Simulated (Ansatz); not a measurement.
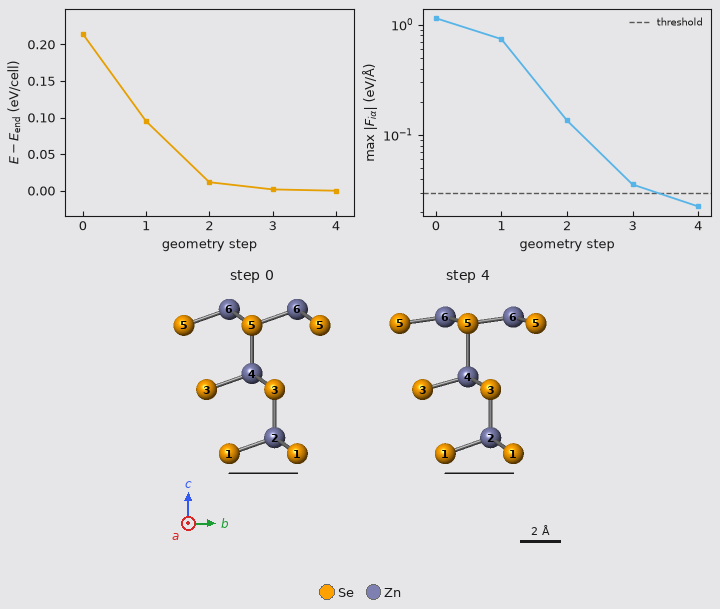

First and last geometry of a constrained relaxation of a slab of composition ZnSe (cut from the F-43m phase), with the history of the run. Style: ball-and-stick. Shown: the 2 × 1 repeat of the cell, outlined in the plane, without the vacuum, along the a axis.

Case: clean slab, lower half held. The slab is the (1 1 1) face of ZnSe. 3 atoms are held fixed.

The calculation used Ansatz, DFT PBEsol, scalar-relativistic, plane waves, PAW. (plane-wave cutoff 420 eV; k-point mesh 9 × 9 × 1; occupations gaussian; smearing width 0.05 eV; no spin polarisation; dipole correction; atoms relaxed in a fixed cell; force threshold 0.03 eV/Å; at most 70 steps)

**Read the history and describe the run.**

It converged. After 4 geometry steps the energy has fallen by 0.215 eV per cell of the calculation. The largest force component goes from 1.1 to 0.023 eV/Å. The largest move is that of Zn6, 0.39 Å along the normal (−c). By element the largest moves are Zn 0.39 Å, Se 0.10 Å. The cell stays as it was. Among the contacts that change: Zn4–Se5 2.439 → 2.706 Å, Se5–Zn6 2.439 → 2.323 Å, Se3–Zn4 2.439 → 2.388 Å. Bond angles that change, for instance: Zn4–Se5–Zn6 109.5° → 98.1°, Se5–Zn6–Se5 109.5° → 118.1°, Zn6–Se5–Zn6 109.5° → 118.1°.

```json
{"step": "0", "E − E(0), meV/atom": "0.00", "largest force component, eV/Å": "1.1445"}
{"step": "1", "E − E(0), meV/atom": "-19.90", "largest force component, eV/Å": "0.7398"}
{"step": "2", "E − E(0), meV/atom": "-33.81", "largest force component, eV/Å": "0.1355"}
{"step": "3", "E − E(0), meV/atom": "-35.45", "largest force component, eV/Å": "0.0356"}
{"step": "4", "E − E(0), meV/atom": "-35.75", "largest force component, eV/Å": "0.0225"}
```
